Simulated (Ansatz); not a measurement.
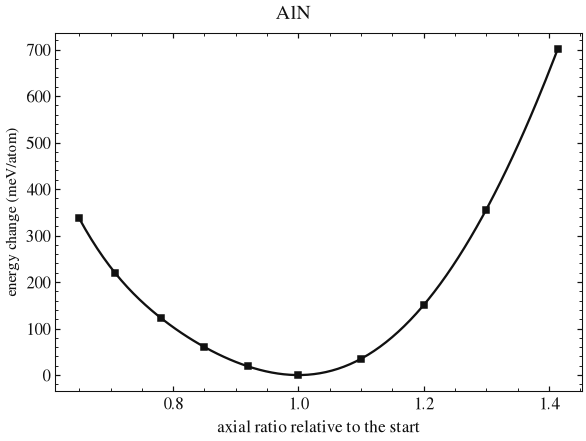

The picture above shows the energy change against relative axial ratio for AlN, space group F-43m (No. 216).

The given structure:
```yaml
crystal:
  lattice:
    - [0.00000, 2.18399, 2.18399]
    - [2.18399, 0.00000, 2.18399]
    - [2.18399, 2.18399, 0.00000]
  atoms:
    - { symbol: Al, position: [0.00000, 0.00000, 0.00000] }
    - { symbol: N, position: [0.75000, 0.75000, 0.75000] }
```

Method: deformation of a crystal at fixed volume, lengths along the axis scaled against those across it, fractional coordinates fixed, by plane-wave density functional theory with PAW datasets, free energies less that of the undisturbed cell, pressure positive in compression; scalar-relativistic (Ansatz 0.2.0). Level: r2SCAN, no spin polarisation.

wave cutoff 500 eV; k mesh 10×10×10; occupations Gaussian; smearing width 0.05 eV; k shift (0, 0, 0) (mesh steps); start as given; path tetragonal; axis direction (0, 0, 1) (Cartesian unit vector).

From this curve and the settings, what does the calculation give for the pressure and gap on the k mesh at the same points?

The pressure goes from −15.0 GPa at relative axial ratio 0.650 to −4.4 GPa at 1.414, not monotonically, with a high of 0.3 GPa at 1.000, and changes sign near 0.97 and 1.04. The gap on the k mesh stays open and runs from 3.169 eV at relative axial ratio 0.650 to 1.621 eV at 1.414, with its largest value, 3.942 eV, at 1.000.

```
axial ratio relative to the start  pressure (GPa)  gap on the k mesh (eV)
                            0.650           -15.0                   3.169
                            0.707           -10.2                   3.605
                            0.780            -5.3                   3.347
                            0.850            -2.1                   3.350
                            0.920            -0.3                   3.542
                            1.000             0.3                   3.942
                            1.100            -0.4                   3.610
                            1.200            -1.8                   3.236
                            1.300            -3.3                   2.780
                            1.414            -4.4                   1.621
```

Keep in mind: reference crystal is not relaxed.
